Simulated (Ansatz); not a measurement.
P: field-gradient calculation

The run: field-gradient calculation of P (C2/m, 2 atoms in the cell). Method and program: DFT, r2SCAN, PAW with Ansatz's default frozen-core files, scalar-relativistic, no spin polarisation (Ansatz 0.2.0).

The structure was built on a prototype by a generator; it need not be a known phase. It belongs to a series of runs on one base structure; here: shortest bond scaled by 0.64, PAW files. Figures and captions count atoms from 1; the log counts them from 0 in places.

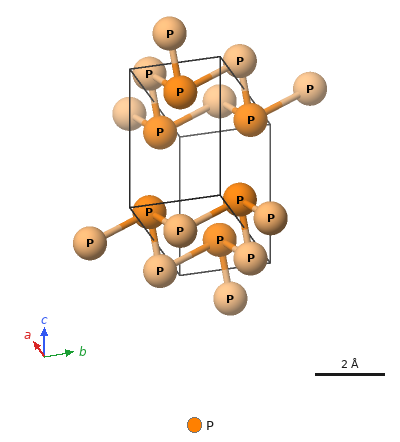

The structure as given in the input (ball-and-stick view of the cell 2 times as large as that of the calculation, set on its symmetry axes, seen at an oblique angle; neighbours outside the cell are drawn fainter). Near neighbours in the crystal (not all of them lie inside the picture): P has 3 P at 1.77 to 2.43 Å.

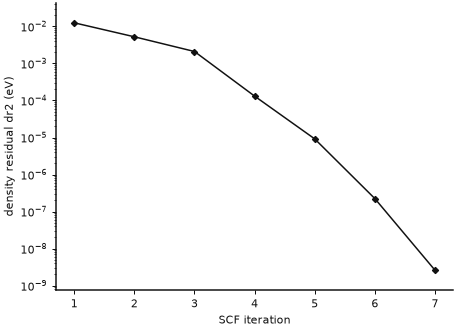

Convergence of the self-consistent field: density residual dr2 against the SCF iteration. The residual falls at every step.

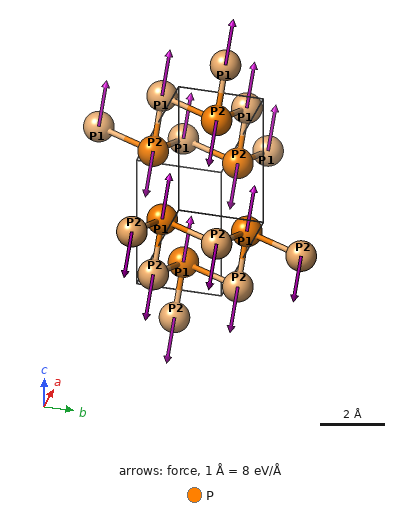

Forces on the atoms as pink arrows (ball-and-stick view of the cell 2 times as large as that of the calculation, set on its symmetry axes, seen at an oblique angle; neighbours outside the cell are drawn fainter; atoms are numbered from 1 in the order of the input). The largest act on P1, P2 (12.03 eV/Å). The geometry is not a stationary point of this energy.

The input and output of the run follow.

Input file:
```yaml
crystal:
  lattice:
    - [2.7756105922, 0.0, 0.0]
    - [-1.3878052961, 2.4037492838, 0.0]
    - [0.0, 0.0, 4.4964891593]
  atoms:
    - { symbol: P, position: [0.2133333333, 0.6066666667, 0.16] }
    - { symbol: P, position: [0.7866666667, 0.3933333333, 0.84] }
kpoints:
  mp_grid: { grid: [12, 12, 7] }
scf:
  occupations: { method: fermi_dirac, width: 0.05 }
hamiltonian:
  xc: r2scan
  pseudopotentials: { kind: paw }
output:
  forces: true
  stress: true
  eigenvalues: true
  efg: { contact_densities: true }
  populations: true
```

Launch command:
```bash
ansatz run input.yaml --threads 1 --pin off --max-ram 2048MiB --backend cpu --events-out ev --progress --plain --runs-dir out
```

What the program printed:
```
Engine: ansatz 0.2.0, aarch64-unknown-linux-gnu
Pseudopotentials: kind: paw
Pseudopotential: P, paw, valence charge 5, recommended cutoff 500 eV (meta_gga), P.paw.azcp
Functional definition: r2SCAN
  parameter k0 = 0.174
  parameter k1 = 0.065
  parameter a1 = 4.9479
  exchange = r2scan_x(k0 = k0, k1 = k1, a1 = a1)
  correlation = r2scan_c
Crystal: 2 atoms, lattice volume = 30.000 Å³
Basis set: ecut = 500 eV, 737 PW (Γ), exchange–correlation on 96×96×144 points (64 copies of the dense FFT grid, shifted against one another)
Bands: 9, of which v1, the nominal top of the filled ones, is band 5 counted from 1 (4 counted from 0)
Symmetry: 4 space group operations
Space group: C2/m (ITA 12), of the structure as read, at distance tolerance 3.1e-5 Å
k-points: 277 of 1008
Non-local potential: P, projectors of the file, l = 0: 2, l = 1: 2, l = 2: 2
PAW form: soft (Blöchl's): semilocal exchange-correlation on the pseudo side does not see the compensation charge
PAW frozen core: P, regenerated for the run's functional (the file was generated under x = pbe(κ = 0.804, μ = 0.2195149727645171), c = pbe(β = 0.06672455060314922))
PAW one-centre angular grid: P, 302 points (default); XC on 160 Gauss nodes
Initial density: superposition of atomic densities (neutral atoms: chi_scale 0, normalization atom), corrected by the library's trained network
Initial wavefunctions: pseudopotential atomic-orbital guess
Functional: x = r2scan, c = r2scan; τ floored in thin density (d = 2e-4 eV/Å³)
SCF iter   1: F=—  HF=-1514.762109 eV  |F-HF|=—  |Δ(HF+E_count)|=         —  Δρ=7.60e-3  dr2=1.25e-2  dr2_τ=7.75e-2  ethr=1.77e-3  ⟨swp⟩=6.8  Hψ=23258  notcnv=0
preconditioner: auto → none  [metal: Δε(μ)=0.033 eV  Ē_g=12.245 eV  σ=0.050 eV  W_gap=0.16  n_scr=2 (ndim 8)  ℏωp=21.4 eV  f_vac=0.000  D(μ)=0.46/eV (n_scr^D=2)  sad-step TF]
SCF iter   2: F=—  HF=-1514.788931 eV  |F-HF|=—  |Δ(HF+E_count)|=   2.68e-2  Δρ=5.12e-3  dr2=5.24e-3  dr2_τ=1.62e-4  ethr=1.25e-4  ⟨swp⟩=2.2  Hψ=7248  notcnv=0  defer=25
SCF iter   3: F=—  HF=-1514.790502 eV  |F-HF|=—  |Δ(HF+E_count)|=   1.57e-3  Δρ=1.73e-3  dr2=2.10e-3  dr2_τ=6.95e-5  ethr=5.24e-5  ⟨swp⟩=2.0  Hψ=4933  notcnv=0  defer=25
SCF iter   4: F=—  HF=-1514.789915 eV  |F-HF|=—  |Δ(HF+E_count)|=   5.87e-4  Δρ=7.03e-4  dr2=1.31e-4  dr2_τ=1.77e-5  ethr=2.10e-5  ⟨swp⟩=2.2  Hψ=3207  notcnv=0  defer=25
SCF iter   5: F=—  HF=-1514.789934 eV  |F-HF|=—  |Δ(HF+E_count)|=   1.92e-5  Δρ=2.03e-4  dr2=9.16e-6  dr2_τ=1.75e-6  ethr=1.31e-6  ⟨swp⟩=2.7  Hψ=3888  notcnv=0  defer=25
SCF iter   6: F=—  HF=-1514.789939 eV  |F-HF|=—  |Δ(HF+E_count)|=   5.74e-6  Δρ=2.67e-5  dr2=2.24e-7  dr2_τ=1.11e-8  ethr=9.16e-8  ⟨swp⟩=2.0  Hψ=3876  notcnv=0  defer=25
SCF iter   7: F=-1514.789939 eV  HF=-1514.789939 eV  |F-HF|=2.71e-9  |Δ(HF+E_count)|=   2.58e-8  Δρ=4.33e-6  dr2=2.61e-9  dr2_τ=3.33e-10  ethr=1.00e-9  ⟨swp⟩=7.6  Hψ=14816  notcnv=0
SCF 1 converged in 7 iterations: F = -1514.789939 eV  dr2 = 2.61e-9
  greatest PAW one-centre occupation: 0.834 electrons in one spin orbital (limit 2), on the P atom at site 1 (counted from 0), in its partial waves of l = 0
SCF converged after 7 iterations
Free energy (F): -1514.789939 eV
Harris-Foulkes:  -1514.789939 eV  (|F-HF|=2.71e-9)
Internal energy: -1514.785815 eV  (E = F + TS)
E sigma→0 (E₀):  -1514.787877 eV
Entropy (-TS):   -0.004125 eV (-2.062 meV/atom)
Fermi energy:    10.287070 eV
--- Per-component energies (eV) ---
  E_band       = 28.398941
  E_kinetic    = 153.095505
  E_local      = -135.046173  (includes V_loc(G=0)·N_el)
  E_nonlocal   = 69.806825
  E_hartree    = 43.330178
  E_xc         = -120.566964
  E_vxc        = -136.390054  (∫ρ·V_xc dr)
  E_paw        = -1152.369812  (= ΣΔE_a)
  E_vpaw       = -16.323116  (= ΣTr[D̂ρ^β])
  E_aug_tail   = 0.000001  (compensation charges beyond the density's cutoff)
  E_vtau       = 6.595743  (kinetic-family band-sum trace: ∫τ·v_τ [+ j·A + Jᵃ·Aᵃ] dr)
  E_ewald      = -372.853688
  E_core_change = -0.181684  (= ΣΔE_core)
  E_smearing   = -0.004125  (= −TS)
  E_closure    = -0.000000  (closes the sum)
  Σ components = -1514.789939   (vs F -1514.789939, Δ=0.00e0)
--- Forces (eV/Å), atoms counted from 1 ---
  atom   1  P      6.32898316     3.65404013     9.56152226
  atom   2  P     -6.32898316    -3.65404013    -9.56152226
  max |Σ_I F_I| component: 0.00e0 eV/Å
--- Stress (GPa, compression-positive) ---
       48.152409      14.898889      47.229523
       14.898889      30.948654      27.267978
       47.229523      27.267978      75.813618
  P = ⅓ Tr σ = 51.6382 GPa (516.382 kbar)
--- PAW observables at the nuclei: V_zz in 10²¹ V/m², potentials from the cell's mean, atoms counted from 1 ---
  atom   1  P  V_zz =   -13.405964   η = 0.4383   by run symmetry: allowed
            electrostatic potential = -1496.485303 V   contact ρ = 16003.467074 e/Å³
  atom   2  P  V_zz =   -13.405964   η = 0.4383   by run symmetry: allowed
            electrostatic potential = -1496.485303 V   contact ρ = 16003.467074 e/Å³
--- Band table (eV; the first three rows and the last of 277) ---
  k-point 0: bands = ["-8.9262", "0.4050", "3.8195", "11.5645", "13.2809", "14.9332", "15.1085", "19.4633", "20.6605"]
  k-point 1: bands = ["-8.8922", "-0.1061", "4.6076", "11.6057", "13.2992", "14.9177", "15.1265", "18.9913", "19.6560"]
  k-point 2: bands = ["-8.8130", "-0.9045", "6.1602", "11.7591", "13.3411", "14.8103", "15.1676", "16.7276", "19.5908"]
  k-point 276: bands = ["-3.6712", "-1.4189", "4.2556", "5.0814", "8.6340", "12.0290", "15.0850", "15.2567", "15.6058"]
--- Löwdin populations: 2 sites ---
  site symbol       q [e]
     0      P      4.8439
     1      P      4.8439
  spilling = 0.031221 (of n_electrons = 10.000000)
```

File populations.tsv:
```
# site	symbol	l	j	q
# orbitals = lowdin
# n_electrons = 10.000000
# spilling = 0.031221
0	P	0_3S	-	1.587174
0	P	1_3P	-	3.256722
1	P	0_3S	-	1.587174
1	P	1_3P	-	3.256722
```

Results in brief:

```csv
quantity,value
outcome,converged
space group (tolerance 0.01 Å),C2/m (12)
electrons treated,10
free energy,−1514.7899 eV
Fermi energy,10.287 eV
pressure,51.64 GPa
field gradient V_zz (10²¹ V/m²),"P −13.41, P −13.41"
largest force (length of the vector),12.035 eV/Å
hardware,"1 thread of Arm Neoverse V1, 24 GiB of memory available, shared host"
wall time,16 s
peak memory,0.45 GiB
```
